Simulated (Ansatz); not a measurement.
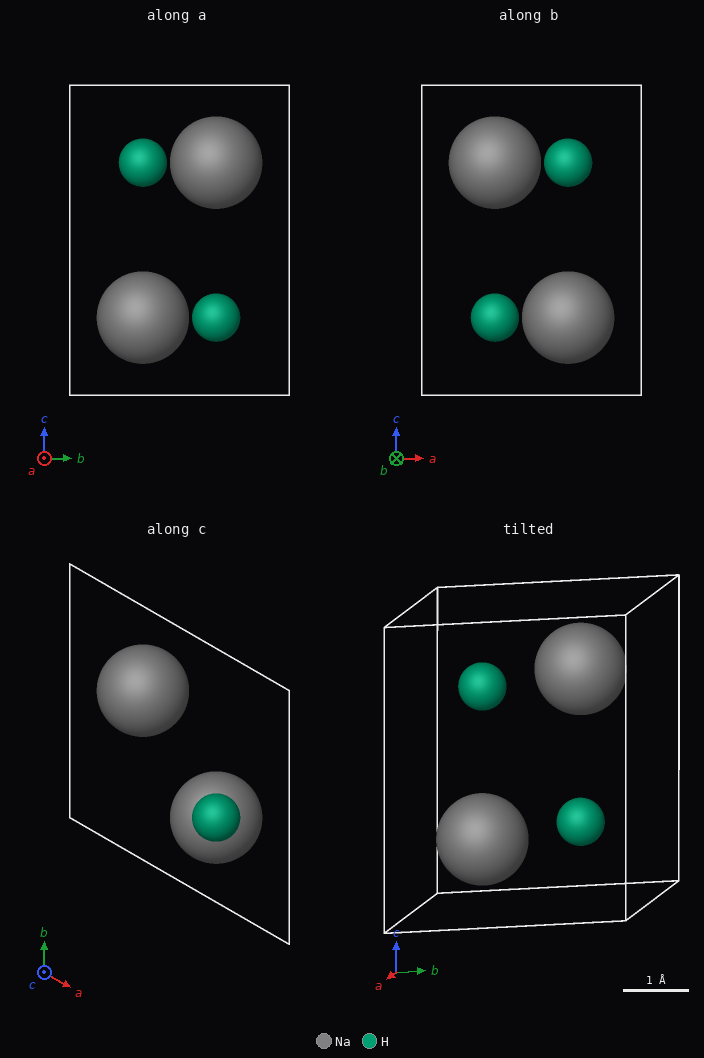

Shown here is a spheres-only view of the crystal, taken along the a axis, along the b axis, along the c axis and slightly off an axis. The parallelepiped is the conventional unit cell.

Lattice parameters: a = 3.9533 Å, b = 3.9533 Å, c = 4.8283 Å, α = 90.000°, β = 90.000°, γ = 120.000°.

Write the structure as a CIF with its space group and independent sites.

```cif
data_structure
_symmetry_space_group_name_H-M 'P 63/m m c'
_symmetry_Int_Tables_number 194
_cell_length_a 3.9533
_cell_length_b 3.9533
_cell_length_c 4.8283
_cell_angle_alpha 90.000
_cell_angle_beta 90.000
_cell_angle_gamma 120.000
_cell_volume 65.35
loop_
_atom_site_label
_atom_site_type_symbol
_atom_site_symmetry_multiplicity
_atom_site_Wyckoff_symbol
_atom_site_fract_x
_atom_site_fract_y
_atom_site_fract_z
_atom_site_occupancy
Na1 Na 2 d 0.3333 0.6667 0.7500 1
H1 H 2 c 0.3333 0.6667 0.2500 1
```

The model was built from a structure type filled with these elements by a generator (whether the compound takes this form wasn't checked). The geometry was optimised with DFT, r2SCAN, plane waves, PAW in Ansatz.
